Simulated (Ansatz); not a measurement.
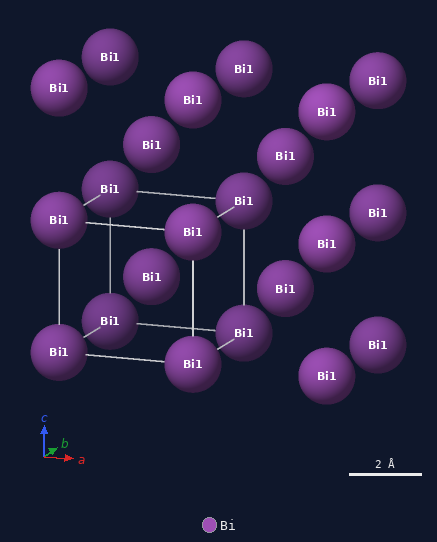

The structure as given in the input (spheres-only view of the cell 2 times as large as that of the calculation, set on its symmetry axes, repeated 2 × 1 × 2, seen slightly off an axis; atoms are numbered from 1 in the order of the input).

**What a change does: single-point calculation on Bi**

System: Bi (I4/mmm, 1 atom in the cell).
Method of run A: DFT PBE+D3(BJ), scalar-relativistic, plane waves, PAW, no spin polarisation (Ansatz 0.2.0).

The structure derives from a Materials Project entry. Text and figures count atoms from 1; the logs count them from 0 in places.

## Input file, run A
```yaml
crystal:
  lattice:
    - [-1.9937596979, 1.9937596979, 1.8908875759]
    - [1.9937596979, -1.9937596979, 1.8908875759]
    - [1.9937596979, 1.9937596979, -1.8908875759]
  atoms:
    - { symbol: Bi, position: [0.0, 0.0, 0.0] }
basis:
  ecutwfc: 420
kpoints:
  mp_grid: { grid: [16, 16, 16] }
hamiltonian:
  xc: pbe
  dispersion: d3bj
scf:
  occupations: { method: gaussian, width: 0.15 }
output:
  forces: true
  stress: true
  eigenvalues: true
```

Command:
```bash
ansatz run input.yaml --threads 1 --pin off --max-ram 2048MiB --backend cpu --events-out ev --progress --plain --runs-dir out
```

Hardware: 1 thread of Intel Xeon (Granite Rapids), 10 GiB of memory available, shared host.

## Output, shortened to warnings, some set-up lines, iterations and results (run A)
```
Basis set: ecut = 420 eV, 587 PW (Γ), exchange–correlation on 48×48×48 points (8 copies of the dense FFT grid, shifted against one another)
Symmetry: 16 space group operations
k-points: 349 of 4096
Initial density: superposition of atomic densities (neutral atoms: chi_scale 0, normalization atom), corrected by the library's trained network
[...]
SCF iter   1: F=—  HF=-12396.930455 eV  |F-HF|=—  |Δ(HF+E_count)|=         —  Δρ=7.65e-4  dr2=1.22e-4  ethr=1.77e-3  ⟨swp⟩=5.0  Hψ=23002  notcnv=0
SCF iter   2: F=—  HF=-12396.929940 eV  |F-HF|=—  |Δ(HF+E_count)|=   5.15e-4  Δρ=3.62e-4  dr2=1.45e-5  ethr=8.16e-7  ⟨swp⟩=3.2  Hψ=11042  notcnv=0
SCF iter   3: F=—  HF=-12396.929960 eV  |F-HF|=—  |Δ(HF+E_count)|=   2.04e-5  Δρ=2.15e-4  dr2=5.91e-6  ethr=9.68e-8  ⟨swp⟩=1.9  Hψ=4724  notcnv=0
SCF iter   4: F=—  HF=-12396.929970 eV  |F-HF|=—  |Δ(HF+E_count)|=   1.00e-5  Δρ=7.41e-5  dr2=8.95e-7  ethr=3.94e-8  ⟨swp⟩=1.9  Hψ=4631  notcnv=0
SCF iter   5: F=-12396.929972 eV  HF=-12396.929972 eV  |F-HF|=1.62e-8  |Δ(HF+E_count)|=   1.38e-6  Δρ=1.42e-5  dr2=5.15e-8  ethr=5.97e-9  ⟨swp⟩=1.9  Hψ=4651  notcnv=0
SCF iter   6: F=-12396.929972 eV  HF=-12396.929972 eV  |F-HF|=6.55e-10  |Δ(HF+E_count)|=   2.70e-8  Δρ=2.09e-6  dr2=1.17e-9  ethr=3.44e-10  ⟨swp⟩=5.2  Hψ=20981  notcnv=0
SCF 1 converged in 6 iterations: F = -12396.929972 eV  dr2 = 1.17e-9
SCF converged after 6 iterations
Free energy (F): -12396.929972 eV
Harris-Foulkes:  -12396.929972 eV  (|F-HF|=6.55e-10)
Internal energy: -12396.921970 eV  (E = F + TS)
E sigma→0 (E₀):  -12396.925971 eV
Entropy (-TS):   -0.008002 eV (-8.002 meV/atom)
Fermi energy:    12.312439 eV
--- Per-component energies (eV) ---
  E_band       = -74.181191
  E_kinetic    = 302.599508
  E_local      = -1373.012239  (includes V_loc(G=0)·N_el)
  E_nonlocal   = 559.953283
  E_hartree    = 433.486827
  E_xc         = -151.687450
  E_vxc        = -144.775937  (∫ρ·V_xc dr)
  E_paw        = -10663.031079  (= ΣΔE_a)
  E_vpaw       = -285.917813  (= ΣTr[D̂ρ^β])
  E_aug_tail   = -0.000440  (compensation charges beyond the density's cutoff)
  E_ewald      = -1504.705995
  E_disp       = -0.524385  (pairwise vdW)
  E_smearing   = -0.008002  (= −TS)
  E_closure    = -0.000000  (closes the sum)
  Σ components = -12396.929972   (vs F -12396.929972, Δ=0.00e0)
--- Forces (eV/Å), atoms counted from 1 ---
  atom   1  Bi    -0.00000000     0.00000000     0.00000000
  max |Σ_I F_I| component: 1.73e-31 eV/Å
--- Stress (GPa, compression-positive) ---
       -0.173134      -0.000000      -0.000000
       -0.000000      -0.173134      -0.000000
       -0.000000      -0.000000       0.819329
  P = ⅓ Tr σ = 0.1577 GPa (1.577 kbar)
```

The input of run B differs as follows (lines with − go, lines with + come):
```diff
-    - [-1.9937596979, 1.9937596979, 1.8908875759]
-    - [1.9937596979, -1.9937596979, 1.8908875759]
-    - [1.9937596979, 1.9937596979, -1.8908875759]
+    - [-1.7390287292, 2.179909252, 1.9594689906]
+    - [1.7390287292, -2.179909252, 1.9594689906]
+    - [1.7390287292, 2.179909252, -1.9594689906]
```

How does run B compare with run A?

With the same functional and potentials, run B lies 21.1 meV per atom higher. The pressure goes from 0.16 to 1.38 GPa. The volume per atom goes from 30.07 to 29.71 Å³. The number of SCF iterations is the same. The irreducible k-points go from 349 to 621. The plane waves at Γ go from 587 to 577. On the same kind of shared host run B took about 1.7 times as long.

## Output, shortened to warnings, some set-up lines, iterations and results (run B)
```
Basis set: ecut = 420 eV, 577 PW (Γ), exchange–correlation on 48×48×48 points (8 copies of the dense FFT grid, shifted against one another)
Symmetry: 8 space group operations
k-points: 621 of 4096
Initial density: superposition of atomic densities (neutral atoms: chi_scale 0, normalization atom), corrected by the library's trained network
[...]
SCF iter   1: F=—  HF=-12396.909396 eV  |F-HF|=—  |Δ(HF+E_count)|=         —  Δρ=9.14e-4  dr2=1.87e-4  ethr=1.77e-3  ⟨swp⟩=5.0  Hψ=40931  notcnv=0
SCF iter   2: F=—  HF=-12396.908870 eV  |F-HF|=—  |Δ(HF+E_count)|=   5.26e-4  Δρ=4.20e-4  dr2=2.92e-5  ethr=1.25e-6  ⟨swp⟩=2.7  Hψ=17901  notcnv=0
SCF iter   3: F=—  HF=-12396.908898 eV  |F-HF|=—  |Δ(HF+E_count)|=   2.78e-5  Δρ=2.19e-4  dr2=9.02e-6  ethr=1.95e-7  ⟨swp⟩=1.7  Hψ=7939  notcnv=0
SCF iter   4: F=—  HF=-12396.908907 eV  |F-HF|=—  |Δ(HF+E_count)|=   9.01e-6  Δρ=2.57e-5  dr2=1.07e-7  ethr=6.01e-8  ⟨swp⟩=2.0  Hψ=8625  notcnv=0
SCF iter   5: F=-12396.908907 eV  HF=-12396.908907 eV  |F-HF|=6.00e-11  |Δ(HF+E_count)|=   8.20e-8  Δρ=5.14e-6  dr2=4.69e-9  ethr=7.10e-10  ⟨swp⟩=2.3  Hψ=11486  notcnv=0
SCF iter   6: F=-12396.908907 eV  HF=-12396.908907 eV  |F-HF|=8.91e-11  |Δ(HF+E_count)|=   1.19e-9  Δρ=8.56e-7  dr2=2.45e-10  ethr=3.13e-11  ⟨swp⟩=3.9  Hψ=31970  notcnv=0
SCF 1 converged in 6 iterations: F = -12396.908907 eV  dr2 = 2.45e-10
SCF converged after 6 iterations
Free energy (F): -12396.908907 eV
Harris-Foulkes:  -12396.908907 eV  (|F-HF|=8.91e-11)
Internal energy: -12396.901749 eV  (E = F + TS)
E sigma→0 (E₀):  -12396.905328 eV
Entropy (-TS):   -0.007158 eV (-7.158 meV/atom)
Fermi energy:    12.575686 eV
--- Per-component energies (eV) ---
  E_band       = -71.416091
  E_kinetic    = 302.866657
  E_local      = -1366.689730  (includes V_loc(G=0)·N_el)
  E_nonlocal   = 559.999575
  E_hartree    = 431.620383
  E_xc         = -151.866176
  E_vxc        = -145.006406  (∫ρ·V_xc dr)
  E_paw        = -10662.973469  (= ΣΔE_a)
  E_vpaw       = -285.826252  (= ΣTr[D̂ρ^β])
  E_aug_tail   = -0.000437  (compensation charges beyond the density's cutoff)
  E_ewald      = -1509.327547
  E_disp       = -0.531004  (pairwise vdW)
  E_smearing   = -0.007158  (= −TS)
  E_closure    = 0.000000  (closes the sum)
  Σ components = -12396.908907   (vs F -12396.908907, Δ=0.00e0)
--- Forces (eV/Å), atoms counted from 1 ---
  atom   1  Bi     0.00000000     0.00000000    -0.00000000
  max |Σ_I F_I| component: 4.93e-32 eV/Å
--- Stress (GPa, compression-positive) ---
        1.729208       0.000000       0.000000
        0.000000       0.496766       0.000000
        0.000000       0.000000       1.901696
  P = ⅓ Tr σ = 1.3759 GPa (13.759 kbar)
```

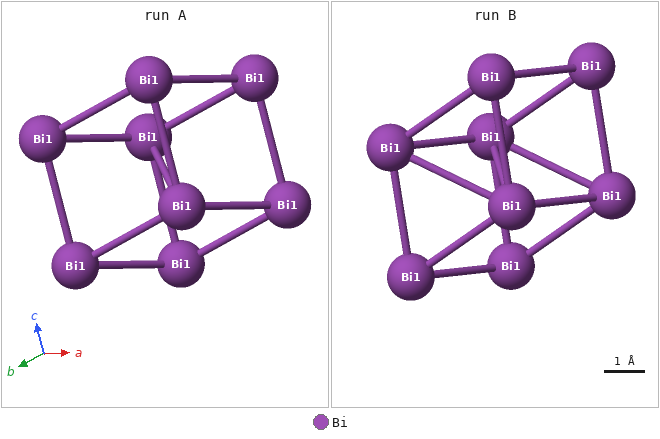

The two input geometries at one scale (ball-and-stick view of the cell of the calculation, seen at an oblique angle). The atoms keep their places relative to the cell (all moves are under 0.005 Å). The volume changes by −1.2 %, with a = b = c 3.395 → 3.408 Å (+0.4 %), α 108.1° → 118.6°, β 108.1° → 100.5°, γ 112.3° → 109.8°. Among the contacts that change: Bi1–Bi1 3.988 → 3.478 Å.

## The two runs side by side

| quantity | run A | run B |
| --- | --- | --- |
| outcome | converged | converged |
| free energy per atom (eV) | −12396.9300 | −12396.9089 |
| energy per atom, smearing taken to zero (eV) | −12396.9260 | −12396.9053 |
| gap on the mesh (eV) | 0.00 | 0.00 |
| pressure (GPa) | 0.16 | 1.38 |
| volume per atom (Å³) | 30.07 | 29.71 |
| largest force (eV/Å) | 0.000 | 0.000 |
| SCF iterations | 6 | 6 |
| irreducible k-points | 349 | 621 |
| plane waves at Γ | 587 | 577 |
| wall time (shared host) | 3 s | 5.1 s |

For both runs: Spin–orbit coupling is left out, which matters for Bi.
